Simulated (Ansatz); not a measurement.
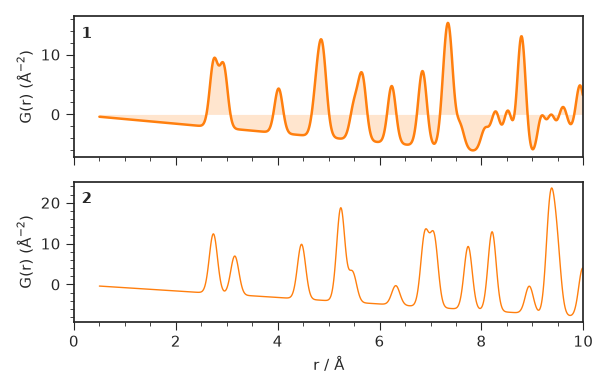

Each curve is a calculated X-ray PDF: distances of the static structure, each pair weighted by the product of the atomic numbers (X-ray weights at Q = 0), broadened by Gaussians with σ = 0.08 Å. No termination ripples are included.

Candidate polymorphs:

A. 
```cif
data_structure
_symmetry_space_group_name_H-M 'P6_3/mmc'
_symmetry_Int_Tables_number 194
_cell_length_a 2.7499
_cell_length_b 2.7499
_cell_length_c 4.9427
_cell_angle_alpha 90.000
_cell_angle_beta 90.000
_cell_angle_gamma 120.000
_cell_volume 32.37
loop_
_atom_site_label
_atom_site_type_symbol
_atom_site_symmetry_multiplicity
_atom_site_Wyckoff_symbol
_atom_site_fract_x
_atom_site_fract_y
_atom_site_fract_z
_atom_site_occupancy
W1 W 2 d 0.33333 0.66667 0.75000 1
```

B. 
Space group Im-3m (No. 229). a = 3.160 Å, b = 3.160 Å, c = 3.160 Å, α = 90.00°, β = 90.00°, γ = 90.00°
```tsv
atom	site	symmetry	x	y	z
W	2a	m-3m	0.0000	0.0000	0.0000
```

Origins: A, the geometry relaxed at fixed volume with DFT r2SCAN, scalar-relativistic, plane waves, PAW in Ansatz; the starting structure was generated, so it need not be a known form of this composition; B, the input geometry of an electronic-structure calculation (not necessarily at equilibrium).

### Match each curve to its structure.

curve 1 is A (W, first clear peaks at 2.76 Å (W–W) and 2.92 Å (W–W)); curve 2 is B (W, first clear peaks at 2.74 Å (W–W) and 3.16 Å (W–W)).
